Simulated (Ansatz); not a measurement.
**Cd: a changed input and its effect**

System: Cd (2 atoms in the cell).
Method of the first run: DFT r2SCAN, scalar-relativistic, plane waves, PAW, no spin polarisation (Ansatz 0.2.0).

The structure derives from an entry of the Crystallography Open Database. Text and figures count atoms from 1; the logs count them from 0 in places.

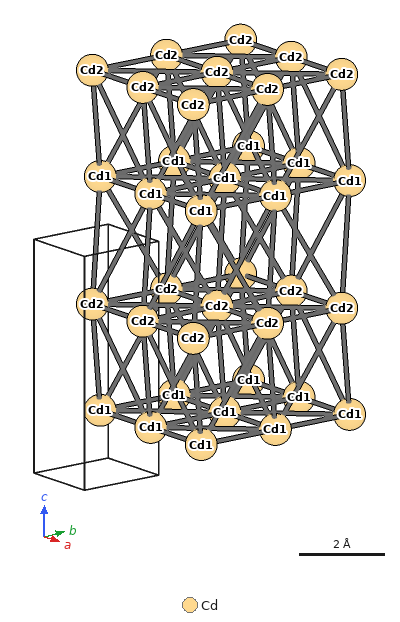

Fig. 1: The structure as given in the input (ball-and-stick view of the cell of the calculation, repeated 3 × 3 × 2, seen slightly off an axis; atoms are numbered from 1 in the order of the input). An atom can appear more than once, as a periodic image. Near neighbours in the periodic cell (some may lie outside the picture): Cd has 12 Cd at 2.98 to 3.29 Å.

### Input file, the first run
```yaml
crystal:
  lattice:
    - [2.9788725081, 0.0, 0.0]
    - [-1.489436254, 2.5797792666, 0.0]
    - [0.0, 0.0, 5.61765]
  atoms:
    - { symbol: Cd, position: [0.3333333333, 0.6666666667, 0.25] }
    - { symbol: Cd, position: [0.6666666667, 0.3333333333, 0.75] }
basis:
  ecutwfc: 500
kpoints:
  mp_grid: { grid: [6, 6, 4] }
hamiltonian:
  xc: r2scan
scf:
  occupations: { method: gaussian, width: 0.1 }
output:
  forces: true
  stress: true
  eigenvalues: true
```

Launched with:
```bash
ansatz run input.yaml --threads 1 --pin off --max-ram 2560MiB --backend cpu --events-out ev --progress --plain --runs-dir out
```

Hardware: 1 thread of Arm Neoverse V1, 24 GiB of memory available, shared host.

### Output, shortened to warnings, some set-up lines, iterations and results (the first run)
```
Basis set: ecut = 500 eV, 1113 PW (Γ), exchange–correlation on 96×96×180 points (64 copies of the dense FFT grid, shifted against one another)
Symmetry: 24 space group operations
k-points: 21 of 144
Initial density: superposition of atomic densities (neutral atoms: chi_scale 0, normalization atom), corrected by the library's trained network
[...]
SCF iter   1: F=—  HF=-16536.314875 eV  |F-HF|=—  |Δ(HF+E_count)|=         —  Δρ=6.30e-3  dr2=1.11e-2  dr2_τ=1.18e-2  ethr=1.77e-3  ⟨swp⟩=5.3  Hψ=1913  notcnv=0
SCF iter   2: F=—  HF=-16536.319507 eV  |F-HF|=—  |Δ(HF+E_count)|=   4.63e-3  Δρ=3.50e-3  dr2=2.95e-3  dr2_τ=4.48e-4  ethr=2.78e-5  ⟨swp⟩=2.1  Hψ=815  notcnv=0
SCF iter   3: F=—  HF=-16536.319330 eV  |F-HF|=—  |Δ(HF+E_count)|=   1.76e-4  Δρ=4.59e-4  dr2=8.38e-5  dr2_τ=5.29e-6  ethr=7.38e-6  ⟨swp⟩=2.0  Hψ=746  notcnv=0
SCF iter   4: F=—  HF=-16536.319363 eV  |F-HF|=—  |Δ(HF+E_count)|=   3.28e-5  Δρ=1.61e-4  dr2=9.37e-6  dr2_τ=2.89e-7  ethr=2.10e-7  ⟨swp⟩=2.0  Hψ=757  notcnv=0
SCF iter   5: F=—  HF=-16536.319373 eV  |F-HF|=—  |Δ(HF+E_count)|=   1.02e-5  Δρ=4.82e-5  dr2=1.01e-6  dr2_τ=2.31e-8  ethr=2.34e-8  ⟨swp⟩=2.0  Hψ=768  notcnv=0
SCF iter   6: F=-16536.319375 eV  HF=-16536.319375 eV  |F-HF|=5.65e-9  |Δ(HF+E_count)|=   1.84e-6  Δρ=1.22e-5  dr2=6.39e-8  dr2_τ=3.35e-9  ethr=2.50e-10  ⟨swp⟩=3.1  Hψ=1859  …
SCF 1 converged in 6 iterations: F = -16536.319375 eV  dr2 = 6.39e-8
SCF converged after 6 iterations
Free energy (F): -16536.319375 eV
Harris-Foulkes:  -16536.319375 eV  (|F-HF|=5.65e-9)
Internal energy: -16536.315964 eV  (E = F + TS)
E sigma→0 (E₀):  -16536.317670 eV
Entropy (-TS):   -0.003412 eV (-1.706 meV/atom)
Fermi energy:    15.025480 eV
--- Per-component energies (eV) ---
  E_band       = -837.103570
  E_kinetic    = 1011.470498
  E_local      = -5883.548375  (includes V_loc(G=0)·N_el)
  E_nonlocal   = 65.369919
  E_hartree    = 2772.854456
  E_xc         = -338.092409
  E_vxc        = -494.587549  (∫ρ·V_xc dr)
  E_paw        = -8208.611200  (= ΣΔE_a)
  E_vpaw       = -1116.797919  (= ΣTr[D̂ρ^β])
  E_aug_tail   = 0.000011  (compensation charges beyond the density's cutoff)
  E_vtau       = 35.257436  (kinetic-family band-sum trace: ∫τ·v_τ [+ j·A + Jᵃ·Aᵃ] dr)
  E_ewald      = -5954.629322
  E_core_change = -1.129541  (= ΣΔE_core)
  E_smearing   = -0.003412  (= −TS)
  E_closure    = 0.000000  (closes the sum)
  Σ components = -16536.319375   (vs F -16536.319375, Δ=0.00e0)
--- Forces (eV/Å), atoms counted from 1 ---
  atom   1  Cd    -0.00000000    -0.00000000     0.00000000
  atom   2  Cd     0.00000000     0.00000000    -0.00000000
  max |Σ_I F_I| component: 9.25e-18 eV/Å
--- Stress (GPa, compression-positive) ---
        1.420256       0.000000       0.000000
        0.000000       1.420256       0.000000
        0.000000       0.000000       1.906599
  P = ⅓ Tr σ = 1.5824 GPa (15.824 kbar)
```

For the second run the input was changed thus:
```diff
-    - [2.9788725081, 0.0, 0.0]
-    - [-1.489436254, 2.5797792666, 0.0]
-    - [0.0, 0.0, 5.61765]
+    - [2.9617840039, 0.0, 0.0]
+    - [-1.480892002, 2.5649801879, 0.0]
+    - [0.0, 0.0, 5.797025264]
-  mp_grid: { grid: [6, 6, 4] }
+  mp_grid: { grid: [24, 24, 10] }
```

How does the second run compare with the first run?

With the same functional and potentials, the second run lies 22.0 meV per atom lower (other lines of the input change too). The pressure goes from 1.58 to 0.06 GPa. The volume per atom goes from 21.59 to 22.02 Å³. The SCF takes 8 iterations against 6. The irreducible k-points go from 21 to 366. The plane waves at Γ go from 1113 to 1137. On the same kind of shared host the second run took about 13 times as long.

### Output, shortened to warnings, some set-up lines, iterations and results (the second run)
```
Basis set: ecut = 500 eV, 1137 PW (Γ), exchange–correlation on 96×96×180 points (64 copies of the dense FFT grid, shifted against one another)
Symmetry: 24 space group operations
k-points: 366 of 5760
Initial density: superposition of atomic densities (neutral atoms: chi_scale 0, normalization atom), corrected by the library's trained network
[...]
SCF iter   1: F=—  HF=-16536.357054 eV  |F-HF|=—  |Δ(HF+E_count)|=         —  Δρ=6.18e-3  dr2=8.93e-3  dr2_τ=1.31e-2  ethr=1.77e-3  ⟨swp⟩=5.5  Hψ=33385  notcnv=0
SCF iter   2: F=—  HF=-16536.363279 eV  |F-HF|=—  |Δ(HF+E_count)|=   6.23e-3  Δρ=3.69e-3  dr2=3.38e-3  dr2_τ=4.97e-4  ethr=2.23e-5  ⟨swp⟩=2.0  Hψ=13002  notcnv=0  defer=2
SCF iter   3: F=—  HF=-16536.363275 eV  |F-HF|=—  |Δ(HF+E_count)|=   4.52e-6  Δρ=5.42e-4  dr2=1.32e-4  dr2_τ=7.40e-6  ethr=8.45e-6  ⟨swp⟩=2.0  Hψ=13111  notcnv=0  defer=2
SCF iter   4: F=—  HF=-16536.363370 eV  |F-HF|=—  |Δ(HF+E_count)|=   9.49e-5  Δρ=2.03e-4  dr2=3.11e-5  dr2_τ=3.42e-7  ethr=3.29e-7  ⟨swp⟩=3.0  Hψ=16095  notcnv=0  defer=2
SCF iter   5: F=—  HF=-16536.363377 eV  |F-HF|=—  |Δ(HF+E_count)|=   7.73e-6  Δρ=1.02e-4  dr2=7.03e-6  dr2_τ=4.36e-8  ethr=7.77e-8  ⟨swp⟩=2.2  Hψ=12697  notcnv=0  defer=2
SCF iter   6: F=—  HF=-16536.363383 eV  |F-HF|=—  |Δ(HF+E_count)|=   5.19e-6  Δρ=5.35e-5  dr2=1.31e-6  dr2_τ=2.15e-8  ethr=1.76e-8  ⟨swp⟩=2.2  Hψ=12990  notcnv=0  defer=2
SCF iter   7: F=—  HF=-16536.363384 eV  |F-HF|=—  |Δ(HF+E_count)|=   1.16e-6  Δρ=1.38e-5  dr2=1.09e-7  dr2_τ=1.89e-9  ethr=3.26e-9  ⟨swp⟩=2.0  Hψ=13159  notcnv=0  defer=2
SCF iter   8: F=-16536.363384 eV  HF=-16536.363384 eV  |F-HF|=5.59e-9  |Δ(HF+E_count)|=   1.70e-7  Δρ=2.41e-6  dr2=2.20e-9  dr2_τ=5.24e-11  ethr=2.50e-10  ⟨swp⟩=5.3  Hψ=35359 …
SCF 1 converged in 8 iterations: F = -16536.363384 eV  dr2 = 2.20e-9
SCF converged after 8 iterations
Free energy (F): -16536.363384 eV
Harris-Foulkes:  -16536.363384 eV  (|F-HF|=5.59e-9)
Internal energy: -16536.361539 eV  (E = F + TS)
E sigma→0 (E₀):  -16536.362462 eV
Entropy (-TS):   -0.001845 eV (-0.922 meV/atom)
Fermi energy:    14.271187 eV
--- Per-component energies (eV) ---
  E_band       = -851.683156
  E_kinetic    = 1010.812500
  E_local      = -5973.484856  (includes V_loc(G=0)·N_el)
  E_nonlocal   = 65.418382
  E_hartree    = 2810.609286
  E_xc         = -337.846418
  E_vxc        = -494.195995  (∫ρ·V_xc dr)
  E_paw        = -8208.562618  (= ΣΔE_a)
  E_vpaw       = -1116.667974  (= ΣTr[D̂ρ^β])
  E_aug_tail   = 0.000012  (compensation charges beyond the density's cutoff)
  E_vtau       = 35.218467  (kinetic-family band-sum trace: ∫τ·v_τ [+ j·A + Jᵃ·Aᵃ] dr)
  E_ewald      = -5902.178286
  E_core_change = -1.129541  (= ΣΔE_core)
  E_smearing   = -0.001845  (= −TS)
  E_closure    = 0.000000  (closes the sum)
  Σ components = -16536.363384   (vs F -16536.363384, Δ=0.00e0)
--- Forces (eV/Å), atoms counted from 1 ---
  atom   1  Cd    -0.00000000     0.00000000     0.00000000
  atom   2  Cd     0.00000000    -0.00000000     0.00000000
  max |Σ_I F_I| component: 0.00e0 eV/Å
--- Stress (GPa, compression-positive) ---
        0.177135      -0.000000       0.000000
       -0.000000       0.177135       0.000000
        0.000000       0.000000      -0.160749
  P = ⅓ Tr σ = 0.0645 GPa (0.645 kbar)
```

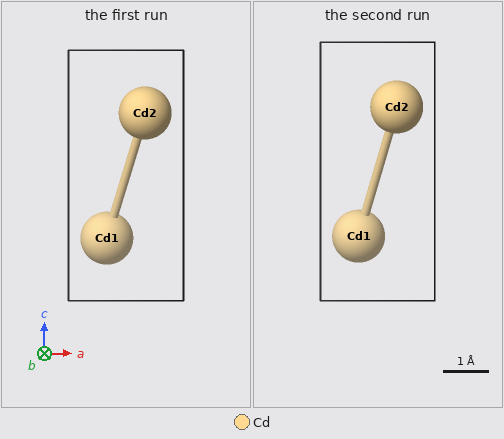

Fig. 2: The two input geometries at one scale (ball-and-stick view of the cell of the calculation, along the b axis). The atoms keep their places relative to the cell (all moves are under 0.005 Å). Cell: a = b 2.979 → 2.962 Å (−0.6 %), c 5.618 → 5.797 Å (+3.2 %). Volume +2.0 %. Among the contacts that change: Cd1–Cd2 3.294 → 3.365 Å, Cd1–Cd1 2.979 → 2.962 Å.

### The two runs side by side

| quantity | the first run | the second run |
| --- | --- | --- |
| outcome | converged | converged |
| free energy per atom (eV) | −8268.1597 | −8268.1817 |
| energy per atom, smearing taken to zero (eV) | −8268.1588 | −8268.1812 |
| gap on the mesh (eV) | 0.00 | 0.00 |
| pressure (GPa) | 1.58 | 0.06 |
| volume per atom (Å³) | 21.59 | 22.02 |
| largest force (eV/Å) | 0.000 | 0.000 |
| SCF iterations | 6 | 8 |
| irreducible k-points | 21 | 366 |
| plane waves at Γ | 1113 | 1137 |
| wall time (shared host) | 3.6 s | 46 s |
